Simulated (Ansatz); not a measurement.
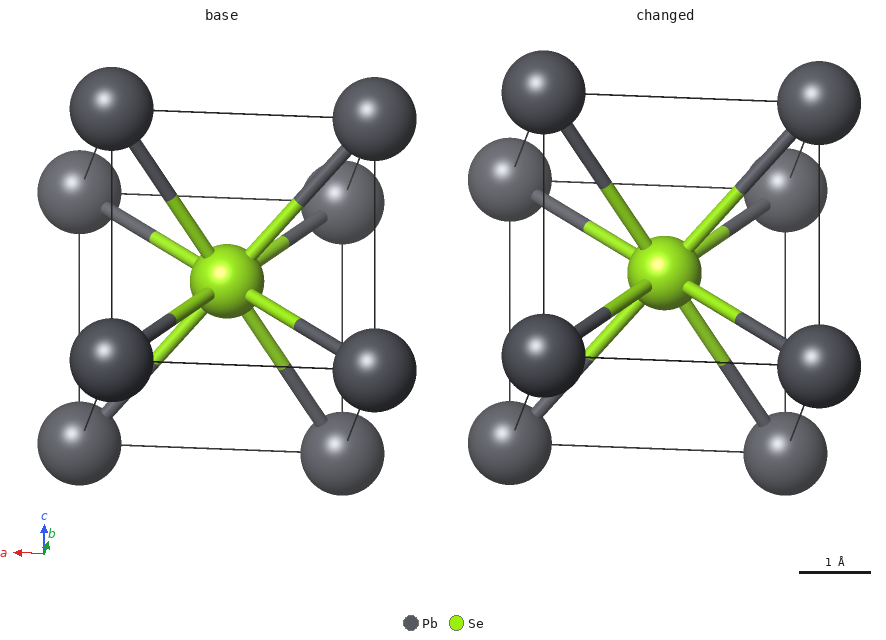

Left: a symmetric starting cell of PbSe. Right: the same structure after one change, at the same scale. A ball-and-stick model of the cell of the calculation, seen from a free direction.

Theory: DFT PBE, scalar-relativistic, plane waves, PAW in Ansatz 0.2.0. (plane-wave cutoff 420 eV; k-point mesh 12 × 12 × 12; occupations gaussian; smearing width 0.1 eV; no spin polarisation)

Q: What distinguishes the right structure from the left one?

A: All lengths are scaled by +4.8 % (volume +15.0 %), the atoms keeping their fractional coordinates. No relaxation follows. The starting cell wasn't computed here and needn't be at equilibrium, so pressure and forces aren't due to the change alone.

Q: And its effect?

A: Near-neighbour distances before and after: Pb–Se 3.277 → 3.434 Å. The space group stays Pm-3m (No. 221). The pressure is −5.1 GPa (not all of it need come from the change, since the unchanged cell can be under pressure at this level too). All forces vanish by symmetry.
